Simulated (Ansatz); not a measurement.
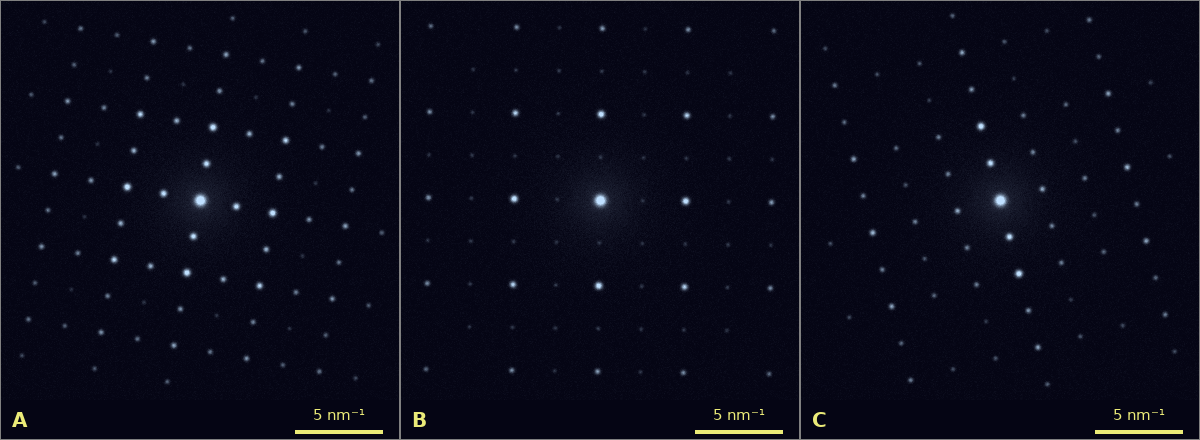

Kinematic electron diffraction patterns (120 kV, B = 0.5 Å², same scale, each along a low-index zone) of three structures of composition ZnS3, each relaxed at zero pressure with DFT PBE, scalar-relativistic, plane waves, PAW in Ansatz 0.2.0.

The structures (standard cells):
1. P6/mmm (No. 191), a = 4.585 Å, c = 4.571 Å (hexagonal axes), 4 atoms; generated start, possibly hypothetical
2. Pm-3m (No. 221), a = 4.055 Å, 4 atoms; generated start, possibly hypothetical
3. Pm-3m (No. 221), a = 4.709 Å, 4 atoms; generated start, possibly hypothetical

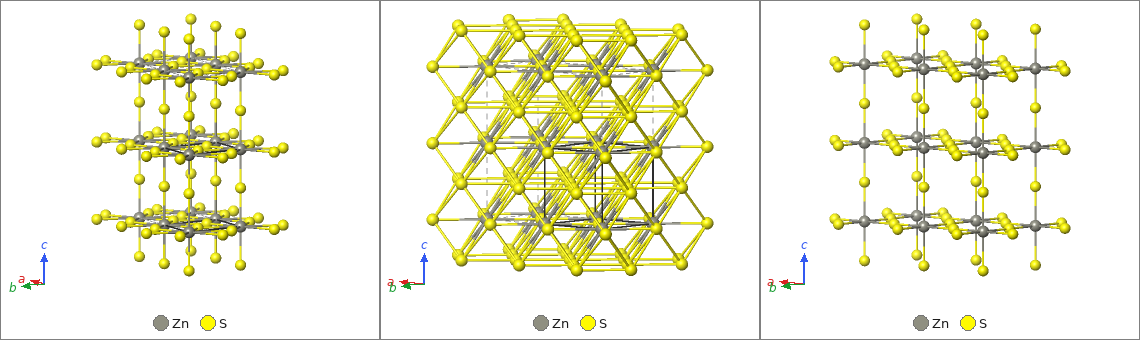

Drawings of the structures 1 to 3, from left to right (each may span several cells).

> Which pattern belongs to which structure, and along which zone?

A is structure 3 along [001] or an equivalent direction: square net of 1 0 0 at d = 4.71 Å and 0 1 0 at d = 4.71 Å, 90.0° apart (some points of this net are extinct or too weak to see). B is structure 2 along [001] or an equivalent direction: square net of 1 0 0 (weak) at d = 4.06 Å and 0 1 0 (weak) at d = 4.06 Å, 90.0° apart (some points of this net are extinct or too weak to see). C is structure 1 along [100] or an equivalent direction: rectangular net of 0 0 1 at d = 4.57 Å and 0 1 0 at d = 3.97 Å, 90.0° apart (some points of this net are extinct or too weak to see).

> Rank the structures by their computed energy.

Structure 1 (P6/mmm, 20.81 Å³ an atom) is the lowest of these; structure 2 (Pm-3m, 16.67 Å³ an atom) lies about 130 meV an atom higher; structure 3 (Pm-3m, 26.10 Å³ an atom) lies about 170 meV an atom higher. These are static energies at 0 K; other structures, not shown, may lie lower still.
